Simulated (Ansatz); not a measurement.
## Geometry relaxation of Si₂O (part 2 of 2)

Si₂O (6 atoms in the cell); DFT PBE, scalar-relativistic, plane waves, PAW, no spin polarisation (Ansatz 0.2.0); cutoff 420 eV, 2×6×6 k-mesh, Gaussian smearing of 0.1 eV. The structure was built on a prototype by a generator; it need not be a known phase. It belongs to a series of runs on one base structure; here: random cell with space group Ama2 (No. 40).

Geometry of the input (Å; fractional positions):
```
8.0242  0.0000  0.0000
0.0000  2.1312  2.4436
0.0000  -2.1312  2.4436
Si 0.1250  0.3118  0.9721
Si 0.3750  0.3118  0.9721
Si 0.6250  0.9721  0.3118
Si 0.8750  0.9721  0.3118
O  0.7500  0.1667  0.8333
O  0.2500  0.8333  0.1667
```

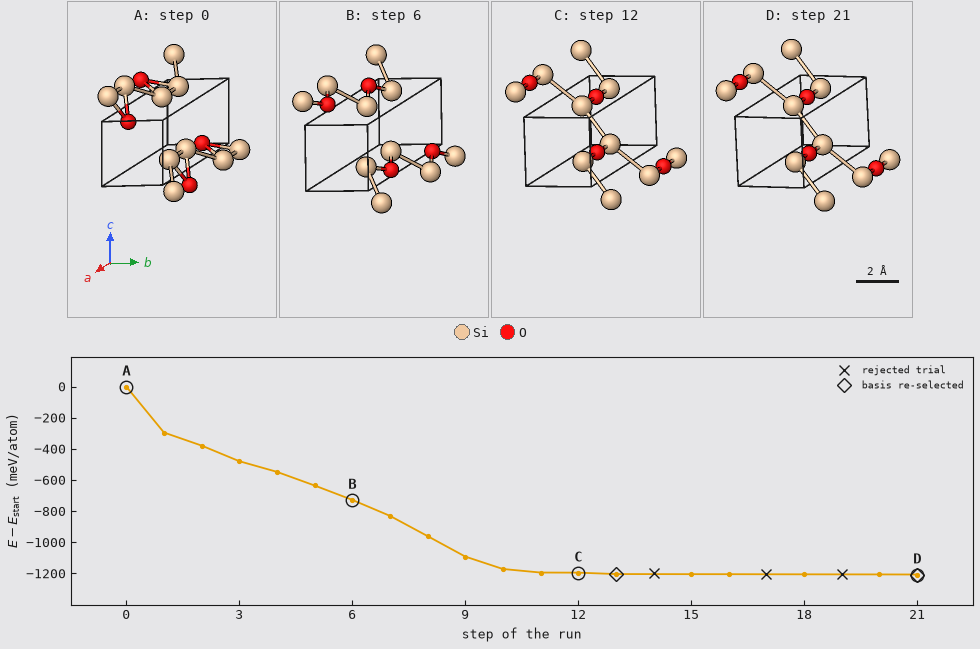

Figure 1. Frames of the relaxation (ball-and-stick view of the cell of the calculation, with bonded neighbours outside it, seen slightly off an axis) above the curves, on which the letters mark them (the first geometry is step 0 here and step 1 in the log).

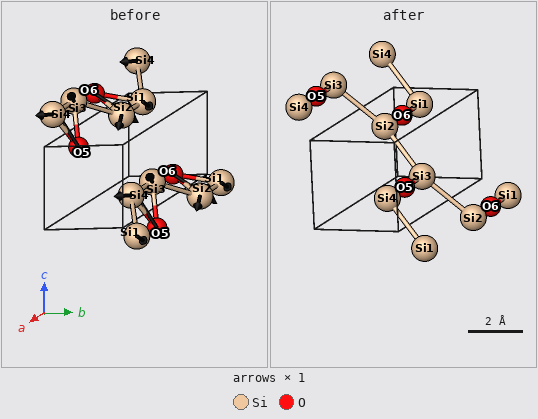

Figure 2. Before (left) and after (right) the relaxation, at one scale (ball-and-stick view of the cell of the calculation, with bonded neighbours outside it, seen slightly off an axis). The black arrows give the displacements (without the part carried along by the change of the cell), at true length. The energy falls by 1206 meV per atom in 19 geometry steps. The largest force component goes from 6.3 to 0.0012 eV/Å. The pressure goes from 16.10 to 0.07 GPa. The line search rejected the trial steps at points 14, 17, 19 (counted from 0) and went back. 1 further SCF at an unchanged geometry re-selected the plane-wave basis for the new cell. The largest moves relative to the cell, 2.06 Å, are those of O5 and O6. Largest moves by element: O 2.06 Å, Si 0.80 Å. Cell: a 8.024 → 7.940 Å (−1.0 %), b = c 3.242 → 3.458 Å (+6.7 %), α 82.2° → 88.0°. Volume +13.6 %. Among the contacts that change: Si1–Si2 2.006 → 3.310 Å, Si1–Si4 3.456 → 2.491 Å, Si1–O6 1.883 → 1.655 Å. New bonds form: Si1–Si4 (3.46 → 2.49 Å), Si2–Si3 (3.46 → 2.49 Å). Bonds break: Si1–Si2 (2.01 → 3.31 Å), Si3–Si4 (2.01 → 3.31 Å). Among the angles that change: Si3–O5–Si4 64.4° → 180.0°, Si1–Si4–O5 89.2° → 105.4°. The space group (tolerance 0.01 Å) goes from Ama2 (No. 40) to Fmmm (No. 69). The energy change given includes the shifts at the re-selections in mid-walk, which come without any move. A last SCF at the same geometry on a re-selected plane-wave basis shifts the energy by −0.6 meV per atom. (Atoms are counted from 1 in the order of the input.)

```
basis re-selected at this cell: Δ(F+E_penalty+E_count) = -3.341e-3 eV, ΔP = +0.029 GPa vs the last step (what re-selecting the basis moved, of the pressure what is left beyond the Pulay correction that the steps carried, after the strain that the cell walked since its last selection, with what the two solves' SCF thresholds leave and, on support functions, any second-order correction that the steps lacked; it is no measure of the basis error at this ecutwfc). This SCF's stress stands 1.49e-1 GPa from its target on what of the cell is left free (relax.cell.stress_tol is 4.00e-1 GPa) and its largest allowed force component is 1.16e-3 eV/Å (relax.f_tol is 4.00e-2 eV/Å): within both
SCF converged after 4 iterations
Free energy (F): -3678.383500 eV
Harris-Foulkes:  -3678.383500 eV  (|F-HF|=6.38e-9)
Internal energy: -3678.374794 eV  (E = F + TS)
E sigma→0 (E₀):  -3678.379147 eV
Entropy (-TS):   -0.008706 eV (-1.451 meV/atom)
Fermi energy:    6.699855 eV
--- Per-component energies (eV) ---
  E_band       = -33.218122
  E_kinetic    = 518.030818
  E_local      = -1077.780590  (includes V_loc(G=0)·N_el)
  E_nonlocal   = 197.696636
  E_hartree    = 393.106232
  E_xc         = -368.494846
  E_vxc        = -375.474125  (∫ρ·V_xc dr)
  E_paw        = -2367.506132  (= ΣΔE_a)
  E_vpaw       = -81.908172  (= ΣTr[D̂ρ^β])
  E_aug_tail   = 0.005088  (compensation charges beyond the density's cutoff)
  E_ewald      = -973.431999
  E_smearing   = -0.008706  (= −TS)
  E_closure    = -0.000000  (closes the sum)
  Σ components = -3678.383500   (vs F -3678.383500, Δ=0.00e0)
--- Forces (eV/Å), atoms counted from 1 ---
  atom   1  Si     0.00116048    -0.00010787     0.00006925
  atom   2  Si    -0.00116048    -0.00010787     0.00006925
  atom   3  Si     0.00116048     0.00010787     0.00006925
  atom   4  Si    -0.00116048     0.00010787     0.00006925
  atom   5  O      0.00000000    -0.00001357    -0.00013915
  atom   6  O      0.00000000     0.00001357    -0.00013915
  max |Σ_I F_I| component: 1.32e-6 eV/Å
--- Stress (GPa, compression-positive) ---
        0.013197      -0.000000      -0.000000
       -0.000000       0.148769       0.000000
       -0.000000       0.000000       0.043956
  P = ⅓ Tr σ = 0.0686 GPa (0.686 kbar)
--- Band table (eV; the first three rows and the last of 26) ---
  k-point 0: bands = ["-14.2916", "-14.1662", "-5.8296", "-3.5695", "-3.1734", "0.3012", "1.5263", "1.6380", "2.0042", "2.0311", "5.5787", "5.6702", "6.0954", "6.9806", "7.3842", "7.5926", "9.0816", "9.5349", "10.1037", "11.9807"]
  k-point 1: bands = ["-14.2556", "-14.1472", "-5.5780", "-3.3352", "-3.1913", "0.3019", "0.9501", "1.6645", "1.8757", "2.0350", "3.8996", "5.1099", "6.1517", "6.3405", "7.3897", "8.4841", "9.6862", "11.4408", "11.9909", "12.5338"]
  k-point 2: bands = ["-14.1769", "-14.1145", "-4.8854", "-3.3803", "-2.6543", "-0.3112", "0.3518", "1.7251", "1.8200", "1.8373", "2.0517", "3.1830", "7.0238", "7.5957", "8.0319", "9.5182", "10.4849", "10.7613", "10.9833", "11.4142"]
  k-point 25: bands = ["-14.0228", "-14.0228", "-3.4218", "-3.4218", "0.1639", "0.1639", "0.2249", "0.2249", "1.7684", "1.7684", "2.8814", "2.8814", "3.3495", "3.3495", "3.4019", "3.4019", "12.0798", "12.0798", "12.4414", "12.4414"]
--- Relaxed structure (20 steps of the walk, 17 accepted, 2 SCFs on fresh bases) ---
  F+E_penalty+E_count = -3678.38350003 eV   max|allowed force component| = 1.160e-3 eV/Å   (the final SCF, on the basis selected at the relaxed cell)
  cell:  # Å, volume = 94.9198 Å³
    - [7.940471110566994, 0.0, 0.0]
    - [0.0, 2.4024635378888095, 2.487846873000511]
    - [0.0, -2.4024635378888095, 2.487846873000511]
  atoms:
    - { symbol: Si, position: [0.041546343853514994, 0.344604813420966, 0.8446003822379946] }
    - { symbol: Si, position: [0.45845365614648487, 0.344604813420966, 0.8446003822379946] }
    - { symbol: Si, position: [0.5415463438535147, 0.8446003822379946, 0.344604813420966] }
    - { symbol: Si, position: [0.9584536561464849, 0.8446003822379946, 0.344604813420966] }
    - { symbol: O, position: [0.7499999999999999, -0.15531088680864102, 1.3446901840907202] }
    - { symbol: O, position: [0.24999999999999997, 1.34469018409072, -0.1553108868086409] }
```

**Trajectory as extended XYZ (Å, eV, eV/Å), 13 of the 22 frames kept, from step=1 to step=22**
```
6
Lattice="8.0242 0.0000 0.0000 0.0000 2.1312 2.4436 0.0000 -2.1312 2.4436" Properties=species:S:1:pos:R:3:forces:R:3 step=1 energy=-3671.14354 pressure_GPa=16.10
Si    1.0030   -1.4073    3.1373   -6.2896  -0.1594  -0.4000
Si    3.0091   -1.4073    3.1373    6.2896  -0.1594  -0.4000
Si    5.0151    1.4073    3.1373   -6.2896   0.1594  -0.4000
Si    7.0212    1.4073    3.1373    6.2896   0.1594  -0.4000
O     6.0182   -1.4208    2.4436    0.0000  -0.2495   0.8000
O     2.0061    1.4208    2.4436    0.0000   0.2495   0.8000
6
Lattice="8.3567 0.0000 0.0000 0.0000 2.2151 2.2461 0.0000 -2.2151 2.2461" Properties=species:S:1:pos:R:3:forces:R:3 step=3 energy=-3673.41717 pressure_GPa=0.52
Si    0.8998   -1.3526    2.7973   -0.2566  -0.7238  -0.3896
Si    3.2786   -1.3526    2.7973    0.2566  -0.7238  -0.3896
Si    5.0781    1.3526    2.7973   -0.2566   0.7238  -0.3896
Si    7.4569    1.3526    2.7973    0.2566   0.7238  -0.3896
O     6.2675   -1.6795    2.4192    0.0000  -1.1009   0.7792
O     2.0892    1.6795    2.4192    0.0000   1.1009   0.7792
6
Lattice="8.5586 0.0000 0.0000 0.0000 2.2461 2.4044 0.0000 -2.2461 2.4044" Properties=species:S:1:pos:R:3:forces:R:3 step=5 energy=-3674.42886 pressure_GPa=4.57
Si    0.8662   -1.3965    2.8735   -1.2080   0.2689  -0.0116
Si    3.4132   -1.3965    2.8735    1.2080   0.2689  -0.0116
Si    5.1455    1.3965    2.8735   -1.2080  -0.2689  -0.0116
Si    7.6925    1.3965    2.8735    1.2080  -0.2689  -0.0116
O     6.4190   -1.9939    2.8313    0.0000   0.6114   0.0232
O     2.1397    1.9939    2.8313    0.0000  -0.6114   0.0232
6
Lattice="8.7858 0.0000 0.0000 0.0000 2.1966 2.4450 0.0000 -2.1966 2.4450" Properties=species:S:1:pos:R:3:forces:R:3 step=6 energy=-3674.95431 pressure_GPa=1.46
Si    0.8010   -1.2887    2.9033   -1.3022  -0.1213   0.0066
Si    3.5919   -1.2887    2.9033    1.3022  -0.1213   0.0066
Si    5.1939    1.2887    2.9033   -1.3022   0.1213   0.0066
Si    7.9848    1.2887    2.9033    1.3022   0.1213   0.0066
O     6.5894   -2.1524    2.9166    0.0000  -0.2386  -0.0132
O     2.1965    2.1524    2.9166    0.0000   0.2386  -0.0132
6
Lattice="8.9453 0.0000 0.0000 0.0000 2.2068 2.4284 0.0000 -2.2068 2.4284" Properties=species:S:1:pos:R:3:forces:R:3 step=8 energy=-3676.12286 pressure_GPa=-4.18
Si    0.6349   -1.2095    2.8505   -0.3713  -0.1355   0.0704
Si    3.8378   -1.2095    2.8505    0.3713  -0.1355   0.0704
Si    5.1076    1.2095    2.8505   -0.3713   0.1355   0.0704
Si    8.3104    1.2095    2.8505    0.3713   0.1355   0.0704
O     6.7090   -2.5619    2.9631    0.0000  -1.1805  -0.1408
O     2.2363    2.5619    2.9631    0.0000   1.1805  -0.1408
6
Lattice="8.3535 0.0000 0.0000 0.0000 2.2645 2.4536 0.0000 -2.2645 2.4536" Properties=species:S:1:pos:R:3:forces:R:3 step=10 energy=-3677.69181 pressure_GPa=-2.49
Si    0.4188   -1.1547    2.8786    0.4661  -0.2056   0.0686
Si    3.7579   -1.1547    2.8786   -0.4661  -0.2056   0.0686
Si    4.5956    1.1547    2.8786    0.4661   0.2056   0.0686
Si    7.9347    1.1547    2.8786   -0.4661   0.2056   0.0686
O     6.2651   -2.9981    2.9966    0.0000  -1.1672  -0.1372
O     2.0884    2.9981    2.9966    0.0000   1.1672  -0.1372
6
Lattice="7.9626 0.0000 0.0000 0.0000 2.3166 2.5037 0.0000 -2.3166 2.5037" Properties=species:S:1:pos:R:3:forces:R:3 step=11 energy=-3678.17060 pressure_GPa=1.25
Si    0.3476   -1.1542    2.9451    0.0131  -0.2772   0.0100
Si    3.6337   -1.1542    2.9451   -0.0131  -0.2772   0.0100
Si    4.3289    1.1542    2.9451    0.0131   0.2772   0.0100
Si    7.6150    1.1542    2.9451   -0.0131   0.2772   0.0100
O     5.9719   -3.2533    3.0424    0.0000  -0.6037  -0.0200
O     1.9906    3.2533    3.0424    0.0000   0.6037  -0.0200
6
Lattice="7.9681 0.0000 0.0000 0.0000 2.3405 2.5140 0.0000 -2.3405 2.5140" Properties=species:S:1:pos:R:3:forces:R:3 step=13 energy=-3678.31171 pressure_GPa=0.29
Si    0.3384   -1.1703    2.9783    0.0239  -0.0001   0.0024
Si    3.6457   -1.1703    2.9783   -0.0239  -0.0001   0.0024
Si    4.3224    1.1703    2.9783    0.0239   0.0001   0.0024
Si    7.6297    1.1703    2.9783   -0.0239   0.0001   0.0024
O     5.9761   -3.5106    3.0129    0.0000  -0.0005  -0.0047
O     1.9920    3.5106    3.0129    0.0000   0.0005  -0.0047
6
Lattice="7.9382 0.0000 0.0000 0.0000 2.3642 2.5325 0.0000 -2.3642 2.5325" Properties=species:S:1:pos:R:3:forces:R:3 step=15 energy=-3678.34243 pressure_GPa=1.43 accepted=F
Si    0.3481   -1.1979    3.0331   -0.6241   0.2002   0.0075
Si    3.6210   -1.1979    3.0331    0.6241   0.2002   0.0075
Si    4.3172    1.1979    3.0331   -0.6241  -0.2002   0.0075
Si    7.5901    1.1979    3.0331    0.6241  -0.2002   0.0075
O     5.9536   -3.5322    2.9692    0.0000  -0.0093  -0.0150
O     1.9845    3.5322    2.9692    0.0000   0.0093  -0.0150
6
Lattice="7.9589 0.0000 0.0000 0.0000 2.3661 2.5266 0.0000 -2.3661 2.5266" Properties=species:S:1:pos:R:3:forces:R:3 step=17 energy=-3678.37115 pressure_GPa=-0.01
Si    0.3349   -1.1830    3.0038   -0.0031  -0.0004   0.0003
Si    3.6446   -1.1830    3.0038    0.0031  -0.0004   0.0003
Si    4.3143    1.1830    3.0038   -0.0031   0.0004   0.0003
Si    7.6241    1.1830    3.0038    0.0031   0.0004   0.0003
O     5.9692   -3.5491    3.0067    0.0000   0.0000  -0.0006
O     1.9897    3.5491    3.0067    0.0000   0.0000  -0.0006
6
Lattice="7.9487 0.0000 0.0000 0.0000 2.3830 2.5088 0.0000 -2.3830 2.5088" Properties=species:S:1:pos:R:3:forces:R:3 step=19 energy=-3678.37628 pressure_GPa=0.04
Si    0.3322   -1.1915    2.9831   -0.0048   0.0001   0.0002
Si    3.6422   -1.1915    2.9831    0.0048   0.0001   0.0002
Si    4.3065    1.1915    2.9831   -0.0048  -0.0001   0.0002
Si    7.6166    1.1915    2.9831    0.0048  -0.0001   0.0002
O     5.9616   -3.5745    2.9847    0.0000   0.0000  -0.0004
O     1.9872    3.5745    2.9847    0.0000   0.0000  -0.0004
6
Lattice="7.9313 0.0000 0.0000 0.0000 2.4219 2.4674 0.0000 -2.4219 2.4674" Properties=species:S:1:pos:R:3:forces:R:3 step=20 energy=-3678.37550 pressure_GPa=0.04 accepted=F
Si    0.3272   -1.2111    2.9345    0.0250   0.0006  -0.0001
Si    3.6385   -1.2111    2.9345   -0.0250   0.0006  -0.0001
Si    4.2928    1.2111    2.9345    0.0250  -0.0006  -0.0001
Si    7.6041    1.2111    2.9345   -0.0250  -0.0006  -0.0001
O     5.9485   -3.6328    2.9342    0.0000  -0.0002   0.0002
O     1.9828    3.6328    2.9342    0.0000   0.0002   0.0002
6
Lattice="7.9405 0.0000 0.0000 0.0000 2.4025 2.4878 0.0000 -2.4025 2.4878" Properties=species:S:1:pos:R:3:forces:R:3 step=22 energy=-3678.38350 pressure_GPa=0.07
Si    0.3299   -1.2012    2.9586    0.0012  -0.0001   0.0001
Si    3.6403   -1.2012    2.9586   -0.0012  -0.0001   0.0001
Si    4.3001    1.2012    2.9586    0.0012   0.0001   0.0001
Si    7.6106    1.2012    2.9586   -0.0012   0.0001   0.0001
O     5.9554   -3.6037    2.9590    0.0000   0.0000  -0.0001
O     1.9851    3.6037    2.9590    0.0000   0.0000  -0.0001
```
